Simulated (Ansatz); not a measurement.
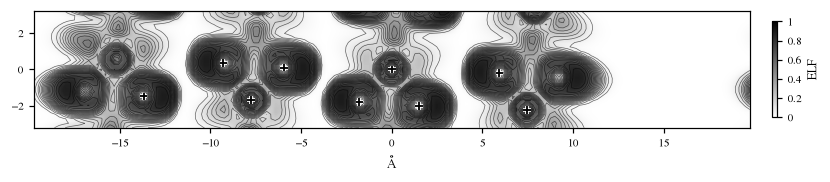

The ELF on a plane through atoms (crosses mark nuclei in the plane).

All numbers below come from Ansatz, DFT PBE, scalar-relativistic, plane waves, PAW.

Candidates:
A. WSe₂, a = 3.32 Å, b = 3.32 Å, c = 38.63 Å, α = 90.00°, β = 90.00°, γ = 120.00°. Space group P1; a structure from a database of computed crystals, not necessarily the ambient phase; not relaxed (largest force 0.6 eV/Å); PAW files of the earlier set (soft_1).
B. HfN, a = 3.22 Å, b = 3.22 Å, c = 4.55 Å, α = 90.00°, β = 90.00°, γ = 90.00°. Space group I4mm; not relaxed (largest force 0.7 eV/Å); computed without spin polarisation; PAW files of the earlier set (soft_1).

**Which system is this?**

Candidate A: WSe₂ on the (111) plane of the conventional cell, which holds W and Se. W–Se (2.53 Å): the ELF is about 0.55 at the midpoint.
